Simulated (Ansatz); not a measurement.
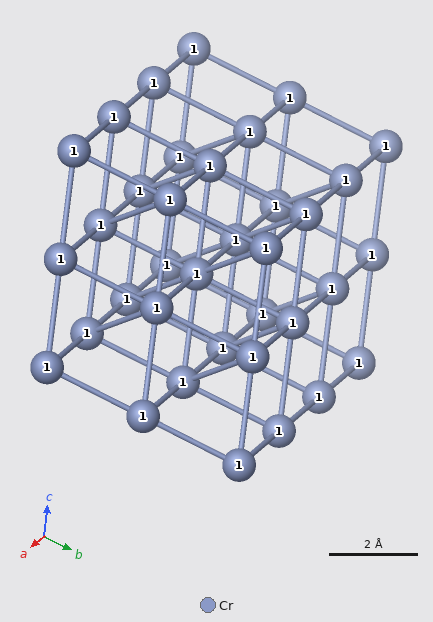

The structure (ball-and-stick view of the cell of the calculation, repeated 3 × 2 × 2, seen slightly off an axis; atoms are numbered from 1 in the order of the input). Near neighbours in the crystal (not all of them lie inside the picture): Cr has 8 Cr at 2.48 Å.

**Field-gradient calculation, with input and output: Cr**

Cr (I4/mmm, 1 atom in the cell), computed with DFT, PBE, all-electron PAW with datasets made for the crystal, scalar-relativistic, spin-polarised (Ansatz 0.2.0).

The structure derives from an entry of the Crystallography Open Database. It belongs to a series of runs on one base structure; here: equal xx and yy strain of -1 %, crystal datasets. Figures and captions count atoms from 1; the log counts them from 0 in places.

Output
```
hamiltonian.pseudopotentials.datasets: crystal makes datasets for this crystal and solves the spheres of its atoms anew in each pass: cutoff 320.0 eV, the density's 1280.0 eV; recipe fef6e31964d2.33, for an error of 0.50 meV an atom under PBE, 0.5 meV for the cell; an energy difference from a run of another recipe may be off by several times the error for the cell, under r2SCAN by more, where some 0.1 meV an atom stays at smaller errors; Cr in spheres of 1.238 Å, 14 of its electrons in bands
Engine: ansatz 0.2.0, x86_64-unknown-linux-gnu
Pseudopotentials: kind: all_electron
Pseudopotential: Cr, paw, valence charge 14, recommended cutoff 320 eV (normal), crystal/all_electron/pbe/scalar/gaussian/Cr, Koelling and Harmon's equation, gaussian nucleus
Functional definition: PBE
  parameter kappa = 0.804
  parameter beta = 0.06672455060314922
  exchange = pbe_x(kappa = kappa, mu = beta*pi^2/3)
  correlation = pbe_c(beta = beta)
a search for the magnetic state begins, with frozen cores and fixed partial waves. It gives no result and prints no iterations
the search for the magnetic state of this step took 9 SCF iterations with frozen cores. It stayed in its first state, in which the spheres begin
Crystal: 1 atoms, lattice volume = 11.754 Å³
Basis set: ecut = 320 eV, 141 PW (Γ), exchange–correlation on 30×30×30 points (8 copies of the dense FFT grid, shifted against one another)
Bands: 13, of which v1, the nominal top of the filled ones, is band 7 counted from 1 (6 counted from 0)
Symmetry: 16 space group operations
Space group: I4/mmm (ITA 139), of the structure as read, at distance tolerance 2.3e-5 Å
Magnetic group: BNS 139.531 (UNI 1191), of the structure as read, at distance tolerance 2.3e-5 Å
k-points: 480 of 5832
Non-local potential: Cr, projectors of the file, l = 0: 2, l = 1: 2, l = 2: 2
PAW form: soft (Blöchl's): semilocal exchange-correlation on the pseudo side does not see the compensation charge
PAW one-centre angular grid: Cr, 590 points (default); XC on its mesh's 1909 points in the sphere
Initial density: read from a saved state, or passed on in memory by an earlier SCF of this step, an earlier step, the calling program or the single point that the run made first
Starting moments: Σ|m| = 3 μB on 1 of 1 site; this step starts from the density that it was given
Initial wavefunctions: pseudopotential atomic-orbital guess
Functional: x = pbe(κ = 0.804, μ = 0.2195149727645171), c = pbe(β = 0.06672455060314922)
iter 1 solved again at ethr=1.31e-4 eV; its pass at ethr=1.00e-1 eV (dr2=1.83e-2 eV) is discarded
SCF iter   1: F=—  HF=-28595.826433 eV  |F-HF|=—  |Δ(HF+E_count)|=         —  Δρ=1.12e-2 (↑1.12e-2 ↓1.12e-2)  dr2=2.03e-2  dr2_m=5.93e-13  M=-0.000 μB ∫|m|=0.000 μB  β_m=0.30  ethr=1.31e-4  ⟨swp⟩=3.2  Hψ=72056  notcnv=0
preconditioner: auto → none  [metal: Δε(μ)=0.018 eV  Ē_g=11.643 eV  σ=0.080 eV  W_gap=0.06  n_scr=0 (ndim 8)  ℏωp=26.5 eV  f_vac=0.000  D(μ)=0.79/eV (n_scr^D=12)]
SCF iter   2: F=—  HF=-28595.805406 eV  |F-HF|=—  |Δ(HF+E_count)|=   2.10e-2  Δρ=9.40e-3 (↑9.40e-3 ↓9.40e-3)  dr2=1.75e-2  dr2_m=3.69e-13  M=-0.000 μB ∫|m|=0.000 μB  β_m=0.54  ethr=1.31e-4  ⟨swp⟩=2.0  Hψ=21688  notcnv=0  defer=2
SCF iter   3: F=—  HF=-28595.796135 eV  |F-HF|=—  |Δ(HF+E_count)|=   9.27e-3  Δρ=3.78e-3 (↑3.78e-3 ↓3.78e-3)  dr2=5.93e-3  dr2_m=5.78e-14  M=-0.000 μB ∫|m|=0.000 μB  β_m=0.44  ethr=1.25e-4  ⟨swp⟩=2.2  Hψ=23052  notcnv=0  defer=2
iter 4 solved again at ethr=5.66e-7 eV; its pass at ethr=4.23e-5 eV (dr2=7.92e-5 eV) is discarded
SCF iter   4: F=—  HF=-28595.794761 eV  |F-HF|=—  |Δ(HF+E_count)|=   1.37e-3  Δρ=6.05e-4 (↑6.05e-4 ↓6.05e-4)  dr2=7.85e-5  dr2_m=3.42e-14  M=-0.000 μB ∫|m|=0.000 μB  β_m=0.44  ethr=5.66e-7  ⟨swp⟩=2.0  Hψ=49024  notcnv=0  defer=2
SCF iter   5: F=—  HF=-28595.794820 eV  |F-HF|=—  |Δ(HF+E_count)|=   5.87e-5  Δρ=3.68e-4 (↑3.68e-4 ↓3.68e-4)  dr2=2.56e-5  dr2_m=1.85e-14  M=-0.000 μB ∫|m|=0.000 μB  β_m=0.72  ethr=5.61e-7  ⟨swp⟩=2.0  Hψ=19666  notcnv=0
SCF iter   6: F=—  HF=-28595.794856 eV  |F-HF|=—  |Δ(HF+E_count)|=   3.60e-5  Δρ=2.16e-5 (↑2.16e-5 ↓2.16e-5)  dr2=1.65e-7  dr2_m=1.23e-15  M=-0.000 μB ∫|m|=0.000 μB  β_m=0.86  ethr=1.83e-7  ⟨swp⟩=2.1  Hψ=19750  notcnv=0
SCF iter   7: F=-28595.794856 eV  HF=-28595.794856 eV  |F-HF|=8.19e-10  |Δ(HF+E_count)|=   1.04e-8  Δρ=2.99e-6 (↑2.99e-6 ↓2.99e-6)  dr2=3.35e-9  dr2_m=1.72e-16  M=-0.000 μB ∫|m|=0.000 μB  ethr=1.18e-9  ⟨swp⟩=3.0  Hψ=22056  notcnv=0
WARN: the starting moments were not kept: the SCF closed with an absolute magnetisation of 9.1e-9 μB, where they sum to 3 μB in size (1 site). That is at most 0.1 of that sum. Measured as dr2_m measures the in/out step, that magnetisation stands 7.8e-17 eV from none, at or under the dr2_threshold of 3.1e-8 eV: it is no larger than a step whose dr2_m would equal this threshold. The system may hold no moment; this SCF shows only that its start led to no more than that. This SCF took its magnetisation from a saved state (the deck's checkpoint.read, a session's seed or a resume), or from the single point or search that the run made first, and not from the starting moments. Where the run's atoms have moved since that state, how it is taken is a key of its own (checkpoint.density_extrapolation: follow_atoms, where typed, takes the whole of its magnetisation to them with its atoms, but for some exceptions; the density_extrapolation keyword of a session's seed is the same key). To be rid of a resumed run's state, run its deck in a fresh run directory. To be rid of the state of a single point that the run made first, give starting moments in the input or, where a deck that gives them still makes one, type scf.lower_state_search: off. To try another start, run it without that state. A second SCF, from the converged charge density, with the starting moments and any scf.initial_density.shell_occupations laid on it anew, would have followed, and was not run: the deck does not ask for one (magnetization.retry_lost_moments is false, the default). To let it run, set magnetization.retry_lost_moments: true and run the deck again, where that key's refused combinations let it; where memory then withholds it, that run's warning says so.
SCF 1 converged in 7 iterations: F = -28595.794855 eV  dr2 = 3.35e-9
  Residual-converged pass: ⟨swp⟩=3.1  Hψ=23480  notcnv=0  max |occ|·‖R‖ = 3.7e-6 eV (tolerance 3.7e-6 eV)  dr2=3.32e-9  dr2_m=1.73e-16  dr2_onsite=2.07e-9  max |Δocc| = 1.4e-10
  greatest PAW one-centre occupation: 1.003 electrons in one spin orbital (limit 2), on the Cr atom at site 0 (counted from 0), in its partial waves of l = 1
SCF converged after 7 iterations
Magnetization: -0.0000 μB (7.0000 up, 7.0000 down)
Absolute magnetization: 0.0000 μB (∫|ρ↑−ρ↓|)
Spin contamination: -0.0672 ħ² per cell (⟨S²⟩ above its minimum at these occupations)
Per-site moments (μB) at R_I (Å): [(-7.438221194450106e-9, 1.0233747125200818)]
Free energy (F): -28595.794855 eV
Harris-Foulkes:  -28595.794855 eV  (|F-HF|=8.19e-10)
Internal energy: -28595.778080 eV  (E = F + TS)
E sigma→0 (E₀):  -28595.786468 eV
Entropy (-TS):   -0.016775 eV (-16.775 meV/atom)
Past the cutoff: the bands carry plane waves up to 1.75 times it, of which those up to 1.5 times it add -0.000665 eV an atom, each by itself; the spheres take 0.000166 eV an atom off the energy for waves past 1.75 times it
By the cutoff:   a pressure is off by up to 0.007 GPa (1.2 times the spheres' own share and the shells' term, over an atom's volume, and 0.004 GPa: a bound that held against runs at twice the plane waves)
Past the cutoffs: a stress includes 0.0007 GPa for waves and charges beyond them, in addition to the slope of what the spheres take
In the spheres:  the bands' charges fall short by 4.5e-8 e at most (sound up to 1e-3)
Fermi energy:    19.583474 eV
--- Per-component energies (eV) ---
  E_band       = -142.459957
  E_kinetic    = 157.922033
  E_local      = -823.182080  (includes V_loc(G=0)·N_el)
  E_nonlocal   = -107.380163
  E_hartree    = 444.863275
  E_xc         = -55.732455
  E_vxc        = -72.733115  (∫ρ·V_xc dr)
  E_paw        = -29102.335541  (= ΣΔE_a)
  E_vpaw       = -2869.615111  (= ΣTr[D̂ρ^β])
  E_ewald      = -1792.737516
  E_smearing   = -0.016775  (= −TS)
  E_closure    = 2682.804367  (closes the sum)
  Σ components = -28595.794855   (vs F -28595.794855, Δ=0.00e0)
  The terms above E_closure are by the made datasets' own strengths, without shells solved beside the bands.
--- Forces (eV/Å), atoms counted from 1 ---
  atom   1  Cr     0.00000000     0.00000000     0.00000000
  max |Σ_I F_I| component: 5.55e-32 eV/Å
--- Stress (GPa, compression-positive) ---
       -3.200271      -0.000000      -0.000000
       -0.000000      -3.200271      -0.000000
       -0.000000       0.000000      -6.454181
  P = ⅓ Tr σ = -4.2849 GPa (-42.849 kbar)
--- PAW observables at the nuclei: V_zz in 10²¹ V/m², potentials from the cell's mean, atoms counted from 1 ---
  atom   1  Cr V_zz =    +0.220667   η = 0.0000   by run symmetry: allowed
            electrostatic potential = -2866.639166 V   contact ρ = 76391.619856 e/Å³   contact ρ_s (e/Å³): all electrons +0.000000, valence -0.000000
--- Band table (eV; the first three rows and the last of 960) ---
  k-point 0 ↑: bands = ["-52.3326", "-23.1275", "-23.1234", "-23.1234", "11.7375", "18.6606", "18.6606", "18.7417", "20.6650", "20.7503", "41.5679"]
  k-point 1 ↑: bands = ["-52.3268", "-23.1508", "-23.1362", "-23.1237", "11.8721", "18.6075", "18.7317", "18.7515", "20.6705", "20.6921", "41.4310"]
  k-point 2 ↑: bands = ["-52.3100", "-23.2292", "-23.1609", "-23.1245", "12.2647", "18.4571", "18.6868", "19.0181", "20.5563", "20.6883", "40.4441"]
  k-point 479 ↓: bands = ["-52.0028", "-23.7409", "-23.7194", "-23.7194", "15.3334", "15.3646", "21.9693", "21.9876", "21.9876", "29.7356", "30.1016"]
```

The run was set up as follows.

The input
```yaml
crystal:
  lattice:
    - [-1.4275305, 1.4275305, 1.44195]
    - [1.4275305, -1.4275305, 1.44195]
    - [1.4275305, 1.4275305, -1.44195]
  atoms:
    - { symbol: Cr, position: [0.0, 0.0, 0.0], spin: 3.0 }
magnetization:
  spin_polarized: true
kpoints:
  mp_grid: { grid: [18, 18, 18] }
scf:
  occupations: { method: fermi_dirac, width: 0.08 }
hamiltonian:
  xc: pbe
  pseudopotentials: { kind: all_electron, datasets: crystal }
output:
  forces: true
  stress: true
  eigenvalues: true
  efg: { contact_densities: true }
```

Launched with:
```bash
ansatz run input.yaml --threads 1 --pin off --max-ram 3072MiB --backend cpu --events-out ev --progress --plain --runs-dir out
```

Summary

```csv
quantity,value
outcome,converged
space group (tolerance 0.01 Å),I4/mmm (139)
electrons in bands (core shells apart),14
free energy,−28595.7949 eV
Fermi energy,19.583 eV
net moment of the cell,0.00 μB
integrated absolute moment,0.00 μB
pressure,−4.28 GPa
field gradient V_zz (10²¹ V/m²),Cr 0.22
largest force (length of the vector),under 0.001 eV/Å
hardware,"1 thread of Intel Xeon (Sapphire Rapids), 64 GiB of memory available, shared host"
wall time,44 s
peak memory,0.88 GiB
```

Remarks

The program warns: some starting moments were not kept.
